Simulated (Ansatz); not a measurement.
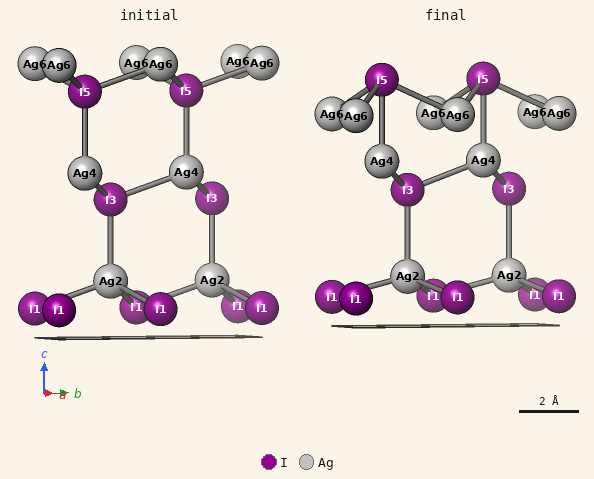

The structure of a slab of composition AgI (cut from the F-43m phase) before (left) and after (right) a relaxation, at one scale.

Style: ball-and-stick. Shown: the 1 × 2 repeat of the cell, outlined in the plane, without the vacuum, from a free direction.

Case: (1 1 1) slab, atoms relaxed. The slab is the (1 1 1) face of AgI.

These are results of Ansatz, DFT PBEsol, scalar-relativistic, plane waves, PAW, not measurements. Set-up: plane-wave cutoff 420 eV; k-point mesh 6 × 6 × 1; occupations gaussian; smearing width 0.05 eV; no spin polarisation; dipole correction; atoms relaxed in a fixed cell; force threshold 0.02 eV/Å; at most 60 steps.

Q: What changed between the two?

A: After 12 accepted moves (13 points after the start) the energy has fallen by 0.523 eV per cell of the calculation. Largest force component: 0.67 eV/Å at the start, 0.0041 eV/Å at the end. 1 step only repeated the SCF at the same geometry. Ag6 moves most relative to the layer's centre: 1.72 Å along the normal (−c). By element the largest moves are Ag 1.72 Å, I 0.41 Å. The cell stays as it was. Some distances before and after: Ag2–I3 2.793 → 2.962 Å, I5–Ag6 2.793 → 2.892 Å, I1–Ag2 2.793 → 2.723 Å, I3–Ag4 2.793 → 2.820 Å. Among the angles between lasting bonds that change: Ag4–I5–Ag6 109.5° → 65.6°, Ag6–I5–Ag6 109.5° → 104.1°, I5–Ag6–I5 109.5° → 104.1°.
